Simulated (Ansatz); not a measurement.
## Electronic structure of SiO2 in real space

```xyz
12
Lattice="4.5802 0.0000 0.0000 0.0000 4.5802 0.0000 0.0000 0.0000 4.5802" Properties=species:S:1:pos:R:3 pbc="T T T"
Si    0.0000    0.0000    0.0000
Si    2.2901    2.2901    0.0000
Si    2.2901    0.0000    2.2901
Si    0.0000    2.2901    2.2901
O     1.1451    1.1451    1.1451
O     3.4352    3.4352    1.1451
O     3.4352    1.1451    3.4352
O     1.1451    3.4352    3.4352
O     3.4352    1.1451    1.1451
O     1.1451    3.4352    1.1451
O     1.1451    1.1451    3.4352
O     3.4352    3.4352    3.4352
```

Space group Fm-3m.

All numbers below come from DFT PBE, scalar-relativistic, plane waves, PAW (Ansatz).

In a PAW calculation such maps are meaningful between the atoms, not at the nuclei.

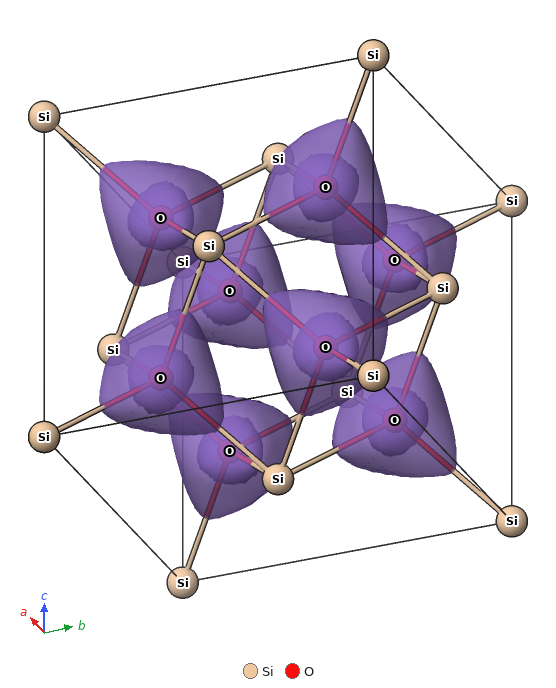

Figure 1. Isosurface of the ELF at 0.75 (purple), seen at an oblique angle. Core shells and regions of very low density are left out. Sticks mark near contacts.

Q: Where are the electrons localised?

A: The ELF exceeds this value in eight regions on O in which the atom's valence shell and bonds are merged, counted in one cell of 12 atoms. Any copies at cell faces, edges or corners count once. Along the contacts the grid gives the following. Si–O (1.98 Å): the ELF peaks at about 0.85 between the atoms.

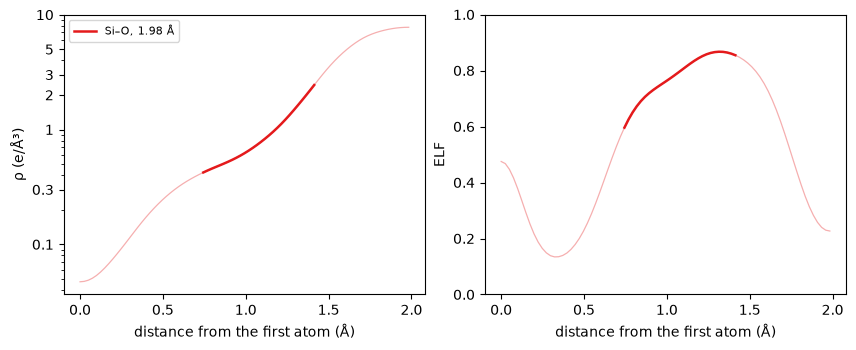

Figure 2. Valence electron density and ELF along straight lines between neighbouring atoms. Thin, pale parts lie inside the atomic spheres.

Q: What can be read from the curves?

A: Si–O (1.98 Å): ρ at the midpoint is about 0.62 e/Å³; the ELF peaks at about 0.85 between the atoms.

Q: Metal or insulator at this level of theory?

A: It is gapped, with a Kohn–Sham gap of 1.8 eV on the k-point mesh, an upper bound to the gap of this method.
